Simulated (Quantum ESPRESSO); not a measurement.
# AgCl: band-structure run (part 1 of 2)

System: AgCl (2 atoms in the cell).
Method: Kohn-Sham DFT of a periodic cell, LDA, SG15 PBE 1.2, no spin polarisation (Quantum ESPRESSO 7.5).

The structure derives from an entry of the Crystallography Open Database.

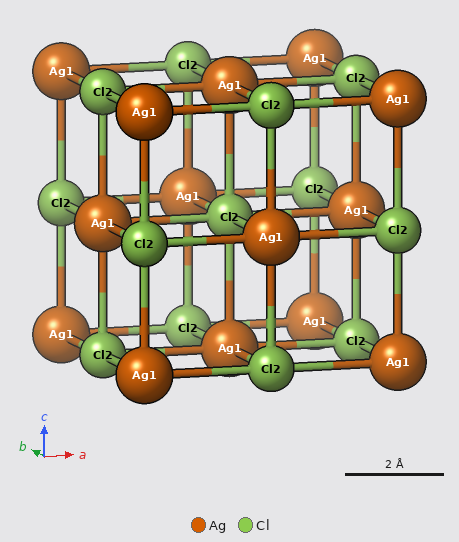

*The structure as given in the input (ball-and-stick view of the cell 4 times as large as that of the calculation, set on its symmetry axes, seen slightly off an axis; atoms are numbered from 1 in the order of the input). An atom can appear more than once, as a periodic image.*

**Results in brief**

```tsv
quantity	value
outcome	converged
space group (tolerance 0.01 Å)	Fm-3m (225)
electrons treated	26
free energy	−4319.2174 eV
Fermi energy	9.157 eV
gap on the k-point mesh	0.52 eV
gap on the band path	0.52 eV
pressure	−3.49 GPa
largest force (length of the vector)	under 0.001 eV/Å
hardware	1 thread of Arm Neoverse V1, 24 GiB of memory available, shared host
wall time	68 s
peak memory	0.09 GiB
```

Further notes kept with the run: potentials made for another functional; this file of Cl or I parts from the other sets. Points of doubt noted for this run: potentials made for another functional; this file of cl or i parts from the other sets.

**Input file**
```
&CONTROL
  calculation = 'scf'
  prefix = 'pwscf'
  outdir = './tmp'
  pseudo_dir = './pseudo'
  tprnfor = .true.
  tstress = .true.
  disk_io = 'low'
/
&SYSTEM
  ibrav = 0
  A = 3.86787409
  nat = 2
  ntyp = 2
  ecutwfc = 70
  nbnd = 20
  input_dft = 'pz'
  occupations = 'smearing'
  smearing = 'fd'
  degauss = 0.00367493
/
&ELECTRONS
  conv_thr = 4d-10
  electron_maxstep = 120
  mixing_beta = 0.5
/
ATOMIC_SPECIES
Ag   107.8682 Ag_ONCV_PBE-1.2.upf
Cl    35.4500 Cl_ONCV_PBE-1.2.upf
CELL_PARAMETERS alat
   0.0000000000    0.7071067818    0.7071067818
   0.7071067818    0.0000000000    0.7071067818
   0.7071067818    0.7071067818    0.0000000000
ATOMIC_POSITIONS alat
Ag     0.0000000000    0.0000000000    0.0000000000
Cl     0.7071067818    0.7071067818    0.7071067818
K_POINTS automatic
8 8 8 0 0 0
```

**File pp_density.in**
```
&INPUTPP
  prefix = 'pwscf'
  outdir = './tmp'
  filplot = 'density.dat'
  plot_num = 0
/
&PLOT
  nfile = 1
  filepp(1) = 'density.dat'
  iflag = 3
  output_format = 6
  fileout = 'density.cube'
/
```

**File pp_potential.in**
```
&INPUTPP
  prefix = 'pwscf'
  outdir = './tmp'
  filplot = 'potential.dat'
  plot_num = 11
/
&PLOT
  nfile = 1
  filepp(1) = 'potential.dat'
  iflag = 3
  output_format = 6
  fileout = 'potential.cube'
/
```

**File pp_elf.in**
```
&INPUTPP
  prefix = 'pwscf'
  outdir = './tmp'
  filplot = 'elf.dat'
  plot_num = 8
/
&PLOT
  nfile = 1
  filepp(1) = 'elf.dat'
  iflag = 3
  output_format = 6
  fileout = 'elf.cube'
/
```

**File bands.in**
```
&CONTROL
  calculation = 'bands'
  prefix = 'pwscf'
  outdir = './tmp'
  pseudo_dir = './pseudo'
  disk_io = 'low'
  verbosity = 'high'
/
&SYSTEM
  ibrav = 0
  A = 3.86787409
  nat = 2
  ntyp = 2
  ecutwfc = 70
  nbnd = 20
  input_dft = 'pz'
  occupations = 'smearing'
  smearing = 'fd'
  degauss = 0.00367493
/
&ELECTRONS
  conv_thr = 1d-08
  electron_maxstep = 120
  mixing_beta = 0.5
  diago_full_acc = .true.
  startingwfc = 'random'
/
ATOMIC_SPECIES
Ag   107.8682 Ag_ONCV_PBE-1.2.upf
Cl    35.4500 Cl_ONCV_PBE-1.2.upf
CELL_PARAMETERS alat
   0.0000000000    0.7071067818    0.7071067818
   0.7071067818    0.0000000000    0.7071067818
   0.7071067818    0.7071067818    0.0000000000
ATOMIC_POSITIONS alat
Ag     0.0000000000    0.0000000000    0.0000000000
Cl     0.7071067818    0.7071067818    0.7071067818
K_POINTS crystal
60
 0.0000000000  0.0000000000  0.0000000000 1
 0.0625000000  0.0000000000  0.0625000000 1
 0.1250000000  0.0000000000  0.1250000000 1
 0.1875000000  0.0000000000  0.1875000000 1
 0.2500000000  0.0000000000  0.2500000000 1
 0.3125000000  0.0000000000  0.3125000000 1
 0.3750000000  0.0000000000  0.3750000000 1
 0.4375000000  0.0000000000  0.4375000000 1
 0.5000000000  0.0000000000  0.5000000000 1
 0.5000000000  0.0625000000  0.5625000000 1
 0.5000000000  0.1250000000  0.6250000000 1
 0.5000000000  0.1875000000  0.6875000000 1
 0.5000000000  0.2500000000  0.7500000000 1
 0.4375000000  0.3125000000  0.7500000000 1
 0.3750000000  0.3750000000  0.7500000000 1
 0.3375000000  0.3375000000  0.6750000000 1
 0.3000000000  0.3000000000  0.6000000000 1
 0.2625000000  0.2625000000  0.5250000000 1
 0.2250000000  0.2250000000  0.4500000000 1
 0.1875000000  0.1875000000  0.3750000000 1
 0.1500000000  0.1500000000  0.3000000000 1
 0.1125000000  0.1125000000  0.2250000000 1
 0.0750000000  0.0750000000  0.1500000000 1
 0.0375000000  0.0375000000  0.0750000000 1
 0.0000000000  0.0000000000  0.0000000000 1
 0.0625000000  0.0625000000  0.0625000000 1
 0.1250000000  0.1250000000  0.1250000000 1
 0.1875000000  0.1875000000  0.1875000000 1
 0.2500000000  0.2500000000  0.2500000000 1
 0.3125000000  0.3125000000  0.3125000000 1
 0.3750000000  0.3750000000  0.3750000000 1
 0.4375000000  0.4375000000  0.4375000000 1
 0.5000000000  0.5000000000  0.5000000000 1
 0.5250000000  0.4500000000  0.5250000000 1
 0.5500000000  0.4000000000  0.5500000000 1
 0.5750000000  0.3500000000  0.5750000000 1
 0.6000000000  0.3000000000  0.6000000000 1
 0.6250000000  0.2500000000  0.6250000000 1
 0.5833333333  0.2500000000  0.6666666667 1
 0.5416666667  0.2500000000  0.7083333333 1
 0.5000000000  0.2500000000  0.7500000000 1
 0.5000000000  0.2857142857  0.7142857143 1
 0.5000000000  0.3214285714  0.6785714286 1
 0.5000000000  0.3571428571  0.6428571429 1
 0.5000000000  0.3928571429  0.6071428571 1
 0.5000000000  0.4285714286  0.5714285714 1
 0.5000000000  0.4642857143  0.5357142857 1
 0.5000000000  0.5000000000  0.5000000000 1
 0.4821428571  0.4821428571  0.5357142857 1
 0.4642857143  0.4642857143  0.5714285714 1
 0.4464285714  0.4464285714  0.6071428571 1
 0.4285714286  0.4285714286  0.6428571429 1
 0.4107142857  0.4107142857  0.6785714286 1
 0.3928571429  0.3928571429  0.7142857143 1
 0.3750000000  0.3750000000  0.7500000000 1
 0.6250000000  0.2500000000  0.6250000000 1
 0.5937500000  0.1875000000  0.5937500000 1
 0.5625000000  0.1250000000  0.5625000000 1
 0.5312500000  0.0625000000  0.5312500000 1
 0.5000000000  0.0000000000  0.5000000000 1
```

Launch command:
```bash
OMP_NUM_THREADS=1 pw.x -in pw.in > pw.out
OMP_NUM_THREADS=1 pp.x -in pp_density.in > pp_density.out
OMP_NUM_THREADS=1 pp.x -in pp_potential.in > pp_potential.out
OMP_NUM_THREADS=1 pp.x -in pp_elf.in > pp_elf.out
OMP_NUM_THREADS=1 pw.x -in bands.in > bands.out
```

**Output**
```
This program is part of the open-source Quantum ESPRESSO suite
     for quantum simulation of materials; please cite
         "P. Giannozzi et al., J. Phys.:Condens. Matter 21 395502 (2009);
         "P. Giannozzi et al., J. Phys.:Condens. Matter 29 465901 (2017);
         "P. Giannozzi et al., J. Chem. Phys. 152 154105 (2020);
          URL
     in publications or presentations arising from this work. More details at

     IMPORTANT: XC functional enforced from input :
     Exchange-correlation= PZ
                           (   1   1   0   0   0   0   0)
     Any further DFT definition will be discarded
     Please, verify this is what you really want

     Message from routine setup:
     using ibrav=0 with symmetry is DISCOURAGED, use correct ibrav instead

     G-vector sticks info
     --------------------
     sticks:   dense  smooth     PW     G-vecs:    dense   smooth      PW
     Sum        1039    1039    313                22075    22075    3527

     Using Slab Decomposition

     bravais-lattice index     =            0
     lattice parameter (alat)  =       7.3092  a.u.
     unit-cell volume          =     276.1205 (a.u.)^3
     number of atoms/cell      =            2
     number of atomic types    =            2
     number of electrons       =        26.00
     number of Kohn-Sham states=           20
     kinetic-energy cutoff     =      70.0000  Ry
     charge density cutoff     =     280.0000  Ry
     scf convergence threshold =      4.0E-10
     mixing beta               =       0.5000
     number of iterations used =            8  plain     mixing
     Exchange-correlation= PZ
                           (   1   1   0   0   0   0   0)

     celldm(1)=   7.309223  celldm(2)=   0.000000  celldm(3)=   0.000000
     celldm(4)=   0.000000  celldm(5)=   0.000000  celldm(6)=   0.000000

     crystal axes: (cart. coord. in units of alat)
               a(1) = (   0.000000   0.707107   0.707107 )
               a(2) = (   0.707107   0.000000   0.707107 )
               a(3) = (   0.707107   0.707107   0.000000 )

     reciprocal axes: (cart. coord. in units 2 pi/alat)
               b(1) = ( -0.707107  0.707107  0.707107 )
               b(2) = (  0.707107 -0.707107  0.707107 )
               b(3) = (  0.707107  0.707107 -0.707107 )

     PseudoPot. # 1 for Ag read from file:
     Ag_ONCV_PBE-1.2.upf
     Pseudo is Norm-conserving, Zval = 19.0
     Generated using ONCVPSP code by D. R. Hamann
     Using radial grid of  602 points,  6 beta functions with:
                l(1) =   0
                l(2) =   0
                l(3) =   1
                l(4) =   1
                l(5) =   2
                l(6) =   2

     PseudoPot. # 2 for Cl read from file:
     Cl_ONCV_PBE-1.2.upf
     Pseudo is Norm-conserving, Zval =  7.0
     Generated using ONCVPSP code by D. R. Hamann
     Using radial grid of  602 points,  4 beta functions with:
                l(1) =   0
                l(2) =   0
                l(3) =   1
                l(4) =   1

     atomic species   valence    mass     pseudopotential
     Ag               19.00   107.86820     Ag( 1.00)
     Cl                7.00    35.45000     Cl( 1.00)

     48 Sym. Ops., with inversion, found

   Cartesian axes

     site n.     atom                  positions (alat units)
         1        Ag     tau(   1) = (   0.0000000   0.0000000   0.0000000  )
         2        Cl     tau(   2) = (   0.7071068   0.7071068   0.7071068  )

     number of k points=    29  Fermi-Dirac smearing, width (Ry)=  0.0037
                       cart. coord. in units 2pi/alat
        k(    1) = (   0.0000000   0.0000000   0.0000000), wk =   0.0039062
        k(    2) = (   0.0883883   0.0883883  -0.0883883), wk =   0.0312500
        k(    3) = (   0.1767767   0.1767767  -0.1767767), wk =   0.0312500
        k(    4) = (   0.2651650   0.2651650  -0.2651650), wk =   0.0312500
        k(    5) = (  -0.3535534  -0.3535534   0.3535534), wk =   0.0156250
        k(    6) = (   0.1767767   0.0000000   0.0000000), wk =   0.0234375
        k(    7) = (   0.2651650   0.0883883  -0.0883883), wk =   0.0937500
        k(    8) = (   0.3535534   0.1767767  -0.1767767), wk =   0.0937500
        k(    9) = (  -0.2651650  -0.4419417   0.4419417), wk =   0.0937500
        k(   10) = (  -0.1767767  -0.3535534   0.3535534), wk =   0.0937500
        k(   11) = (  -0.0883883  -0.2651650   0.2651650), wk =   0.0937500
        k(   12) = (   0.0000000  -0.1767767   0.1767767), wk =   0.0468750
        k(   13) = (   0.3535534   0.0000000   0.0000000), wk =   0.0234375
        k(   14) = (   0.4419417   0.0883883  -0.0883883), wk =   0.0937500
        k(   15) = (  -0.1767767  -0.5303301   0.5303301), wk =   0.0937500
        k(   16) = (  -0.0883883  -0.4419417   0.4419417), wk =   0.0937500
        k(   17) = (   0.0000000  -0.3535534   0.3535534), wk =   0.0468750
        k(   18) = (   0.5303301   0.0000000   0.0000000), wk =   0.0234375
        k(   19) = (  -0.0883883  -0.6187184   0.6187184), wk =   0.0937500
        k(   20) = (   0.0000000  -0.5303301   0.5303301), wk =   0.0468750
        k(   21) = (  -0.7071068   0.0000000   0.0000000), wk =   0.0117188
        k(   22) = (   0.3535534   0.1767767   0.0000000), wk =   0.0937500
        k(   23) = (  -0.2651650  -0.4419417   0.6187184), wk =   0.1875000
        k(   24) = (  -0.1767767  -0.3535534   0.5303301), wk =   0.0937500
        k(   25) = (  -0.1767767  -0.5303301   0.7071068), wk =   0.0937500
        k(   26) = (  -0.0883883  -0.4419417   0.6187184), wk =   0.1875000
        k(   27) = (   0.0000000  -0.3535534   0.5303301), wk =   0.0937500
        k(   28) = (  -0.7071068   0.1767767   0.0000000), wk =   0.0468750
        k(   29) = (  -0.7071068   0.3535534   0.0000000), wk =   0.0234375

     Dense  grid:    22075 G-vectors     FFT dimensions: (  40,  40,  40)

     Initial potential from superposition of free atoms

     starting charge      25.9563, renormalised to      26.0000
     Starting wfcs are random

     Self-consistent Calculation

     iteration #  1     ecut=    70.00 Ry     beta= 0.50
     Davidson diagonalization with overlap
     ethr =  1.00E-02,  avg # of iterations =  8.9

     Threshold (ethr) on eigenvalues was too large:
     Diagonalizing with lowered threshold

     Davidson diagonalization with overlap
     ethr =  2.23E-04,  avg # of iterations =  3.1

     total energy              =    -317.43917156 Ry
     estimated scf accuracy    <       0.06713229 Ry

     iteration #  2     ecut=    70.00 Ry     beta= 0.50
     Davidson diagonalization with overlap
     ethr =  2.58E-04,  avg # of iterations =  2.0

     total energy              =    -317.45529074 Ry
     estimated scf accuracy    <       0.00839535 Ry

     iteration #  3     ecut=    70.00 Ry     beta= 0.50
     Davidson diagonalization with overlap
     ethr =  3.23E-05,  avg # of iterations =  2.7

     total energy              =    -317.45654563 Ry
     estimated scf accuracy    <       0.00070195 Ry

     iteration #  4     ecut=    70.00 Ry     beta= 0.50
     Davidson diagonalization with overlap
     ethr =  2.70E-06,  avg # of iterations =  3.7

     total energy              =    -317.45662265 Ry
     estimated scf accuracy    <       0.00001659 Ry

     iteration #  5     ecut=    70.00 Ry     beta= 0.50
     Davidson diagonalization with overlap
     ethr =  6.38E-08,  avg # of iterations =  1.4

     total energy              =    -317.45662331 Ry
     estimated scf accuracy    <       0.00000249 Ry

     iteration #  6     ecut=    70.00 Ry     beta= 0.50
     Davidson diagonalization with overlap
     ethr =  9.59E-09,  avg # of iterations =  2.0

     total energy              =    -317.45662347 Ry
     estimated scf accuracy    <       0.00000012 Ry

     iteration #  7     ecut=    70.00 Ry     beta= 0.50
     Davidson diagonalization with overlap
     ethr =  4.70E-10,  avg # of iterations =  2.0

     total energy              =    -317.45662352 Ry
     estimated scf accuracy    <       0.00000003 Ry

     iteration #  8     ecut=    70.00 Ry     beta= 0.50
     Davidson diagonalization with overlap
     ethr =  1.08E-10,  avg # of iterations =  2.0

     total energy              =    -317.45662352 Ry
     estimated scf accuracy    <          1.3E-09 Ry
```
